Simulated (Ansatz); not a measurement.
## Band-structure calculation of PtSe₂

The run: band-structure calculation of PtSe₂ (slab, 6 atoms in the cell). Method and program: DFT PBEsol, scalar-relativistic, plane waves, PAW, no spin polarisation (Ansatz 0.2.0).

The structure derives from an entry of the Crystallography Open Database. It belongs to a series of runs on one base structure; here: bands of the relaxed slab.

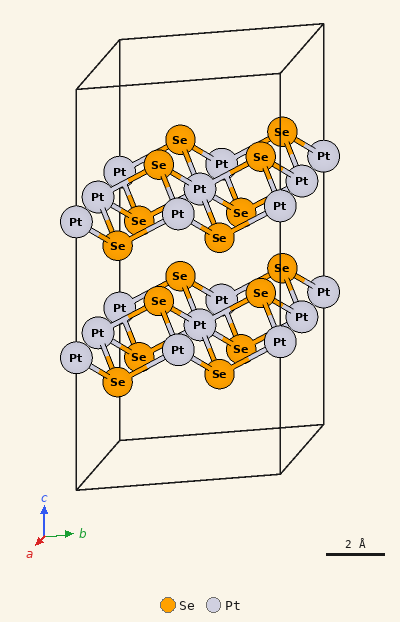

Figure 1. The structure (ball-and-stick view of the 2 × 2 repeat of the cell, with the vacuum cut short, seen slightly off an axis). Near neighbours in the crystal (not all of them lie inside the picture): Se has 3 Pt at 2.51 to 2.52 Å; Pt has 6 Se at 2.51 to 2.52 Å.

Results in brief

```csv
quantity,value
outcome,converged
electrons treated,100
free energy,−46466.7755 eV
"work function, top face",4.68 eV
"work function, bottom face",4.68 eV
Fermi energy,3.244 eV
gap on the k-point mesh,0.33 eV
gap on the band path,0.19 eV
work function (upper face),4.68 eV
largest force (length of the vector),0.006 eV/Å
hardware,"2 threads of Arm Neoverse V1, 24 GiB of memory available, shared host"
wall time,52 s (CPU time 1.7 min)
peak memory,0.79 GiB
```

Notes

Spin–orbit coupling is left out, which matters for Pt.

Input file
```yaml
crystal:
  lattice:
    - [3.7603063705, 0.0, 0.0]
    - [-1.8801531853, 3.2565208429, 0.0]
    - [0.0, 0.0, 22.3996971942]
  atoms:
    - { symbol: Se, position: [0.6666666667, 0.3333333333, 0.3339028242] }
    - { symbol: Pt, position: [0.0, 0.0, 0.3907526847] }
    - { symbol: Se, position: [0.3333333333, 0.6666666667, 0.4467010562] }
    - { symbol: Se, position: [0.6666666667, 0.3333333333, 0.5532989663] }
    - { symbol: Pt, position: [0.0, 0.0, 0.6092473338] }
    - { symbol: Se, position: [0.3333333333, 0.6666666667, 0.6660971348] }
basis:
  ecutwfc: 420
kpoints:
  mp_grid: { grid: [9, 9, 1] }
  band_path:
    path:
      - [0.5, 0, 0]
      - [0, 0, 0]
      - [0.3333333333333, 0.3333333333333, 0]
      - [0.5, 0, 0]
    npoints: 12
hamiltonian:
  xc: pbesol
scf:
  occupations: { method: gaussian, width: 0.1 }
  n_extra_bands: 18
output:
  forces: true
  eigenvalues: true
  populations: true
  fatbands: true
  write_density: true
  write_potential: true
  elf: true
  volumetric_format: npy
efield:
  axis: 3
  dipole_correction: true
  ramp_width: 0.04
```

Launched with:
```bash
ansatz run input.yaml --threads 2 --pin off --max-ram 4096MiB --backend cpu --events-out ev --progress --plain --runs-dir out
```

Output
```
scf.n_extra_bands = 18 over 50 filled bands (N_el = 100.0): the run solves 68 bands
Engine: ansatz 0.2.0, aarch64-unknown-linux-gnu
Pseudopotentials: kind: paw
Pseudopotential: Se, paw, valence charge 16, recommended cutoff 420 eV (normal), Se.paw.azcp
Pseudopotential: Pt, paw, valence charge 18, recommended cutoff 420 eV (normal), Pt.paw.azcp
Functional definition: PBEsol
  exchange = pbesol_x
  correlation = pbesol_c
Crystal: 6 atoms, lattice volume = 274.296 Å³
Basis set: ecut = 420 eV, 5391 PW (Γ), exchange–correlation on 54×54×300 points (8 copies of the dense FFT grid, shifted against one another)
Bands: 68, of which v1, the nominal top of the filled ones, is band 50 counted from 1 (49 counted from 0)
Symmetry: 6 space group operations
k-points: 12 of 81 (time reversal used)
Non-local potential: Se, projectors of the file, l = 0: 2, l = 1: 2, l = 2: 3, l = 3: 1
Non-local potential: Pt, projectors of the file, l = 0: 3, l = 1: 2, l = 2: 2, l = 3: 1
PAW form: soft (Blöchl's): semilocal exchange-correlation on the pseudo side does not see the compensation charge
PAW frozen core: Se, regenerated for the run's functional, and the local potential with it (the file was generated under x = pbe(κ = 0.804, μ = 0.2195149727645171), c = pbe(β = 0.06672455060314922))
PAW frozen core: Pt, regenerated for the run's functional, and the local potential with it (the file was generated under x = pbe(κ = 0.804, μ = 0.2195149727645171), c = pbe(β = 0.06672455060314922))
PAW one-centre angular grid: Se, 590 points (default); XC on 64 Gauss nodes
PAW one-centre angular grid: Pt, 590 points (default); XC on 64 Gauss nodes
Initial density: superposition of atomic densities (neutral atoms: chi_scale 0, normalization atom), corrected by the library's trained network
Initial wavefunctions: pseudopotential atomic-orbital guess
Functional: x = pbesol(κ = 0.804, μ = 0.12345679012345678), c = pbesol(β = 0.046)
SCF iter   1: F=—  HF=-46466.786444 eV  |F-HF|=—  |Δ(HF+E_count)|=         —  Δρ=3.03e-3  dr2=6.32e-2  ethr=1.77e-3  p=0.000 e·Å  D=2.04e-8 V/Å  ΔV_dip=-0.00 eV  dr2_dipole=6.66e-8  V_vac-E_F(+/−)=4.76/4.76 eV  ⟨swp⟩=7.5  Hψ=3496  notcnv=0  defer=76
efield: sawtooth ramp at fractional position 0.9800 (placed from the atoms, in the widest stretch of the axis that holds none; the zero of the levels goes with the place), width 0.0400; the density the first Hamiltonian is built on has a dipole p = 0.000 e·Å; the dipole correction subtracts the counter field D = 2.04e-8 V/Å, which shifts the + side's vacuum level by -0.00 eV against the − side's; the planar-averaged density in the ramp window peaks in size at 9.4e-6 e/Å³
preconditioner: auto → Resta (q_TF=auto, 2.306 Å⁻¹)  ε∞=2.6  [insulator: Δε(μ)=0.377 eV  Ē_g=11.638 eV  σ=0.100 eV  W_gap=0.99  n_scr=70 (ndim 8)  ℏωp=14.9 eV  f_vac=0.543  D(μ)=0.05/eV (n_scr^D=0)  ε∞_Penn≈2.6  vacuum switching on, ρ_ref=9.8e-3 e/Å³]
SCF iter   2: F=—  HF=-46466.782708 eV  |F-HF|=—  |Δ(HF+E_count)|=   3.74e-3  Δρ=2.29e-3  dr2=8.00e-2  ethr=6.32e-5  p=-0.000 e·Å  D=-5.50e-5 V/Å  ΔV_dip=0.00 eV  dr2_dipole=1.18e-6  V_vac-E_F(+/−)=4.63/4.63 eV  ⟨swp⟩=2.0  Hψ=1217  notcnv=0  defer=95
preconditioner: auto → LDOS  [insulator: Δε(μ)=0.308 eV  Ē_g=11.621 eV  σ=0.100 eV  W_gap=0.97  n_scr=70 (ndim 8)  ℏωp=14.9 eV  f_vac=0.543  D(μ)=0.17/eV (n_scr^D=2)  ε∞_Penn≈2.6  β→1.0]
SCF iter   3: F=—  HF=-46466.778148 eV  |F-HF|=—  |Δ(HF+E_count)|=   4.56e-3  Δρ=1.16e-3  dr2=1.61e-2  ethr=6.32e-5  p=0.000 e·Å  D=1.02e-5 V/Å  ΔV_dip=-0.00 eV  dr2_dipole=2.77e-8  V_vac-E_F(+/−)=4.70/4.70 eV  ⟨swp⟩=2.0  Hψ=959  notcnv=0  defer=95
SCF iter   4: F=—  HF=-46466.775526 eV  |F-HF|=—  |Δ(HF+E_count)|=   2.62e-3  Δρ=1.75e-4  dr2=2.37e-4  ethr=1.61e-5  p=-0.000 e·Å  D=-2.39e-6 V/Å  ΔV_dip=0.00 eV  dr2_dipole=1.67e-9  V_vac-E_F(+/−)=4.68/4.68 eV  ⟨swp⟩=2.0  Hψ=876  notcnv=0  defer=95
SCF iter   5: F=—  HF=-46466.775462 eV  |F-HF|=—  |Δ(HF+E_count)|=   6.36e-5  Δρ=5.30e-5  dr2=3.07e-5  ethr=2.37e-7  p=0.000 e·Å  D=7.57e-7 V/Å  ΔV_dip=-0.00 eV  dr2_dipole=1.09e-10  V_vac-E_F(+/−)=4.68/4.68 eV  ⟨swp⟩=2.1  Hψ=1129  notcnv=0  defer=95
SCF iter   6: F=—  HF=-46466.775497 eV  |F-HF|=—  |Δ(HF+E_count)|=   3.51e-5  Δρ=1.31e-5  dr2=6.80e-7  ethr=3.07e-8  p=-0.000 e·Å  D=-1.20e-6 V/Å  ΔV_dip=0.00 eV  dr2_dipole=2.72e-10  V_vac-E_F(+/−)=4.68/4.68 eV  ⟨swp⟩=2.2  Hψ=1097  notcnv=0  defer=118
SCF iter   7: F=-46466.775497 eV  HF=-46466.775497 eV  |F-HF|=7.12e-8  |Δ(HF+E_count)|=   1.60e-7  Δρ=3.17e-6  dr2=9.14e-8  ethr=1.00e-10  p=0.000 e·Å  D=1.05e-6 V/Å  ΔV_dip=-0.00 eV  dr2_dipole=2.45e-10  V_vac-E_F(+/−)=4.68/4.68 eV  ⟨swp⟩=21.9  Hψ=7714  notcnv=0
SCF 1 converged in 7 iterations: F = -46466.775497 eV  dr2 = 9.14e-8
  Residual-converged pass: ⟨swp⟩=1.1  Hψ=865  notcnv=0  max |occ|·‖R‖ = 7.1e-9 eV (tolerance 1.0e-8 eV)  dr2=9.14e-8  dr2_onsite=3.95e-9  max |Δocc| = 5.4e-14
  greatest PAW one-centre occupation: 1.000 electrons in one spin orbital (limit 2), on the Pt atom at site 4 (counted from 0), in its partial waves of l = 0
```

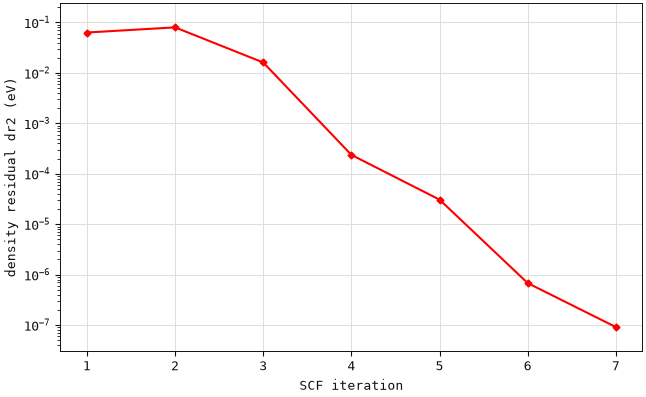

Figure 2. Convergence of the self-consistent field: density residual dr2 against the SCF iteration. The residual falls almost steadily, with no more than small rises.

```
NSCF: frozen V_eff on 37 k-points
efield: sawtooth ramp at fractional position 0.9800 (kept from the solve that this one continues, or follows in the run), width 0.0400; the density the first Hamiltonian is built on has a dipole p = 0.000 e·Å; the dipole correction subtracts the counter field D = 1.05e-6 V/Å, which shifts the + side's vacuum level by -0.00 eV against the − side's; the planar-averaged density in the ramp window peaks in size at 1.5e-6 e/Å³
SCF converged after 7 iterations
Free energy (F): -46466.775497 eV
Harris-Foulkes:  -46466.775497 eV  (|F-HF|=7.12e-8)
Internal energy: -46466.774953 eV  (E = F + TS)
E sigma→0 (E₀):  -46466.775225 eV
Entropy (-TS):   -0.000544 eV (-0.091 meV/atom)
Fermi energy:    3.243669 eV
Dipole field:    D = -0.000017 V/Å  (p = -0.000026 e·Å, saw-weighted, corrected)
Work function:   Φ+ = 4.6792 eV   Φ− = 4.6788 eV
Levels:          The Fermi level and band energies are counted from a zero that moves with the ramp; work functions are not
--- Per-component energies (eV) ---
  E_band       = -2921.533090
  E_kinetic    = 1747.844902
  E_local      = -107706.018191  (includes V_loc(G=0)·N_el)
  E_nonlocal   = -1962.262702
  E_hartree    = 52856.123003
  E_xc         = -933.456861
  E_vxc        = -996.498044  (∫ρ·V_xc dr)
  E_paw        = -26106.872037  (= ΣΔE_a)
  E_vpaw       = 283.230588  (= ΣTr[D̂ρ^β])
  E_aug_tail   = -0.002026  (compensation charges beyond the density's cutoff)
  E_efield     = 0.000000  (sawtooth field / dipole correction)
  E_vefield    = 0.000000  (∫n·V_field dr)
  E_ewald      = 35633.261194
  E_core_change = 4.607764  (= ΣΔE_core)
  E_smearing   = -0.000544  (= −TS)
  E_closure    = -0.000000  (closes the sum)
  Σ components = -46466.775497   (vs F -46466.775497, Δ=0.00e0)
--- Forces (eV/Å), atoms counted from 1 ---
  atom   1  Se    -0.00000000     0.00000000    -0.00153840
  atom   2  Pt     0.00000000    -0.00000000     0.00298731
  atom   3  Se     0.00000000    -0.00000000    -0.00626332
  atom   4  Se    -0.00000000     0.00000000     0.00626458
  atom   5  Pt    -0.00000000     0.00000000    -0.00300413
  atom   6  Se     0.00000000    -0.00000000     0.00155208
  max |Σ_I F_I| component: 1.88e-6 eV/Å
--- Band table (eV; the first three rows and the last of 12) ---
  k-point 0: bands = ["-96.3479", "-96.3479", "-50.5575", "-50.5575", "-50.5575", "-50.5575", "-50.4462", "-50.4462", "-45.4201", "-45.4201", "-45.4198", "-45.4198", "-45.3999", "-45.3999", "-45.3979", "-45.3979", "-45.3906", "-45.3901", "-45.2254", "-45.2254", "-45.2254", "-45.2254", "-45.1876", "-45.1876", "-45.1876", "-45.1876", "-45.1732", "-45.1732", "-12.3121", "-11.8775", "-10.3878", "-9.7627", "-3.4874", "-3.1798", "-3.1798", "-3.1399", "-3.1399", "-2.4708", "-0.7723", "-0.7723", "-0.7495", "-0.7495", "0.6116", "1.0531", "1.1988", "1.7822", "1.7822", "2.0796", "2.0796", "2.8180", "4.7880", "4.7880", "5.3031", "5.3031", "6.8462", "6.8838", "7.4429", "7.7049", "7.9114", "8.7753", "9.0165", "10.0324", "10.0324", "10.3316", "10.3454", "10.3454", "11.4809", "13.2237"]
  k-point 1: bands = ["-96.3479", "-96.3478", "-50.5585", "-50.5585", "-50.5578", "-50.5578", "-50.4462", "-50.4461", "-45.4201", "-45.4201", "-45.4198", "-45.4198", "-45.3999", "-45.3999", "-45.3980", "-45.3978", "-45.3906", "-45.3901", "-45.2254", "-45.2254", "-45.2254", "-45.2253", "-45.1877", "-45.1876", "-45.1876", "-45.1876", "-45.1732", "-45.1732", "-12.1806", "-11.7483", "-10.3797", "-9.8081", "-3.4890", "-3.1629", "-3.1028", "-3.0515", "-3.0499", "-2.3441", "-1.0046", "-0.9323", "-0.8879", "-0.8369", "0.4044", "0.4898", "1.1986", "1.7701", "1.7980", "2.0035", "2.0812", "3.0780", "4.1811", "4.5177", "4.5734", "5.1619", "7.3188", "7.4746", "7.8402", "8.1888", "8.2734", "8.7519", "9.1206", "9.8414", "10.0933", "10.3864", "10.7507", "11.0235", "11.4021", "12.1255"]
  k-point 2: bands = ["-96.3478", "-96.3478", "-50.5611", "-50.5611", "-50.5585", "-50.5585", "-50.4460", "-50.4460", "-45.4202", "-45.4201", "-45.4199", "-45.4196", "-45.3999", "-45.3999", "-45.3982", "-45.3976", "-45.3905", "-45.3901", "-45.2255", "-45.2255", "-45.2253", "-45.2252", "-45.1877", "-45.1877", "-45.1875", "-45.1875", "-45.1732", "-45.1731", "-11.8137", "-11.3935", "-10.3608", "-9.9303", "-3.5090", "-3.0684", "-2.9146", "-2.8335", "-2.6981", "-2.3140", "-1.7032", "-1.4642", "-1.0649", "-0.9694", "-0.1089", "-0.0217", "1.3291", "1.5172", "1.6266", "1.8705", "1.8964", "2.4129", "3.4107", "4.3138", "4.3336", "5.0024", "7.4772", "8.0364", "8.0615", "8.2935", "8.9922", "9.2782", "9.5653", "10.2001", "10.8536", "11.0493", "11.3179", "11.8392", "12.0044", "12.2365"]
  k-point 11: bands = ["-96.3477", "-96.3477", "-50.5638", "-50.5638", "-50.5638", "-50.5638", "-50.4456", "-50.4455", "-45.4202", "-45.4202", "-45.4201", "-45.4193", "-45.4008", "-45.3986", "-45.3986", "-45.3978", "-45.3901", "-45.3901", "-45.2255", "-45.2255", "-45.2252", "-45.2251", "-45.1880", "-45.1879", "-45.1873", "-45.1873", "-45.1730", "-45.1730", "-10.4958", "-10.4958", "-10.2549", "-10.2549", "-3.5687", "-3.1414", "-3.1414", "-3.1336", "-2.7549", "-2.7548", "-1.3920", "-1.3920", "-1.2790", "-1.2790", "-0.6381", "-0.4450", "-0.4239", "0.3638", "0.8467", "0.8467", "1.2646", "1.2646", "3.5238", "3.5238", "4.6693", "4.6693", "7.7571", "9.0066", "10.4145", "10.4145", "10.6189", "10.9418", "10.9460", "11.1720", "11.1720", "11.9122", "11.9122", "12.5244", "12.5244", "12.6047"]
--- Löwdin populations: 6 sites ---
  site symbol       q [e]
     0     Se     16.1768
     1     Pt     17.4775
     2     Se     16.1330
     3     Se     16.1330
     4     Pt     17.4775
     5     Se     16.1768
  spilling = 0.004253 (of n_electrons = 100.000000)
```

File populations.tsv
```
# site	symbol	l	j	q
# orbitals = lowdin
# n_electrons = 100.000000
# spilling = 0.004253
0	Se	0_4S	-	1.891480
0	Se	1_4P	-	4.285497
0	Se	2_3D	-	9.999853
1	Pt	0_5S	-	1.982896
1	Pt	0_6S	-	0.777246
1	Pt	1_5P	-	5.998113
1	Pt	2_5D	-	8.719249
2	Se	0_4S	-	1.887108
2	Se	1_4P	-	4.246064
2	Se	2_3D	-	9.999864
3	Se	0_4S	-	1.887108
3	Se	1_4P	-	4.246058
3	Se	2_3D	-	9.999864
4	Pt	0_5S	-	1.982896
4	Pt	0_6S	-	0.777246
4	Pt	1_5P	-	5.998113
4	Pt	2_5D	-	8.719248
5	Se	0_4S	-	1.891479
5	Se	1_4P	-	4.285507
5	Se	2_3D	-	9.999853
```

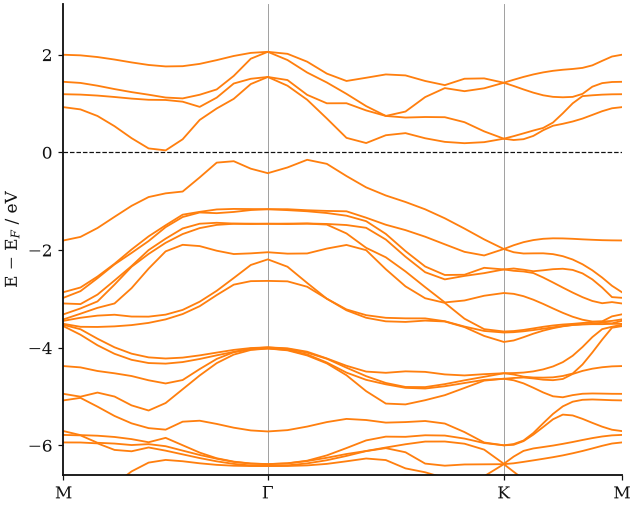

Figure 3. Band structure along M–Γ–K–M, with energies from the Fermi level. There is a gap of 0.19 eV on this path, indirect, from between Γ and K to between M and Γ.

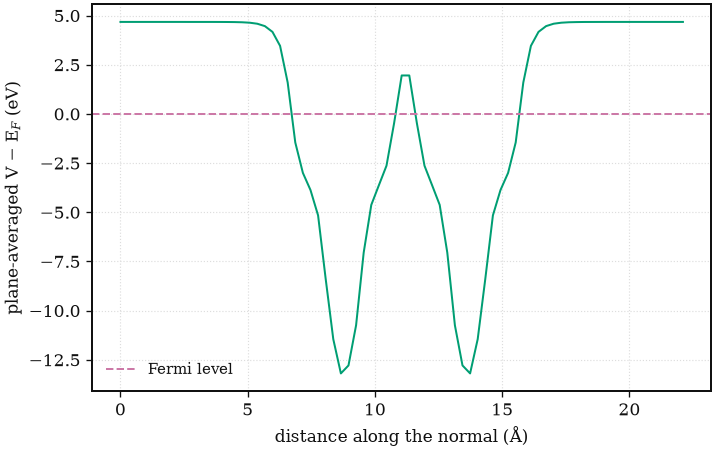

Figure 4. Plane average of the electrostatic potential energy of an electron across the cell, from the Fermi level. The vacuum level lies 4.68 eV above the Fermi level.

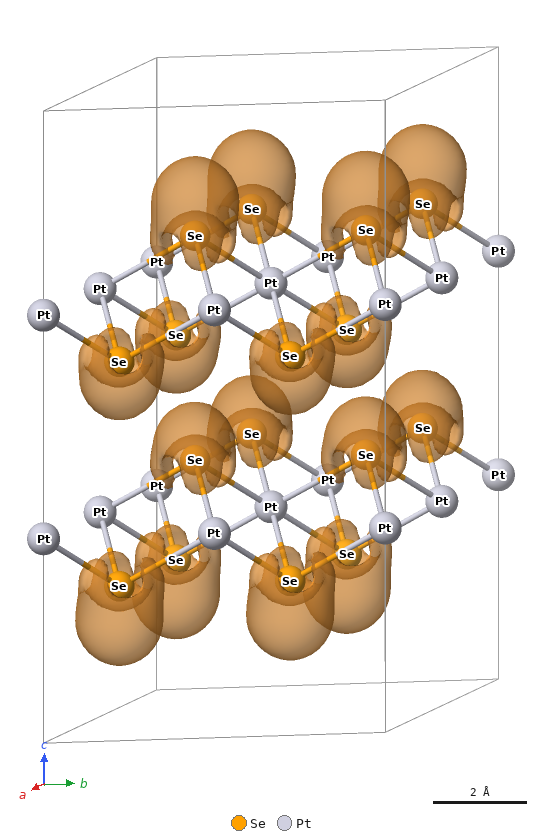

Figure 5. Isosurface of the ELF at 0.75 (orange), seen slightly off an axis. Core shells and regions of very low density are left out. Sticks mark near contacts. Counts are for one cell; the picture repeats the cell along the surface. Along the contacts the grid gives the following. Pt–Se (2.51 Å): the ELF is about 0.50 at the midpoint. The fields are those of the smooth PAW valence density.

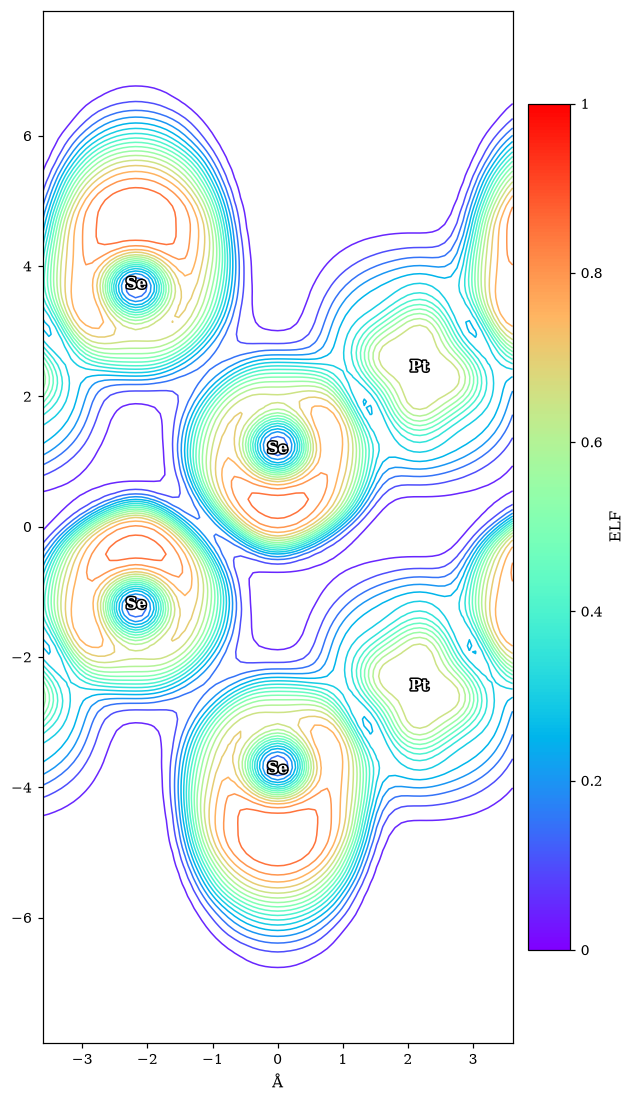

Figure 6. ELF on the (110) plane of the calculation cell, a cut from vacuum to vacuum. The plane passes through Se and Pt nuclei. Pt–Se (2.51 Å): the ELF is about 0.50 at the midpoint. The strong features right at Pt lie inside the PAW spheres (semicore, d or f shells) and say nothing about bonding.
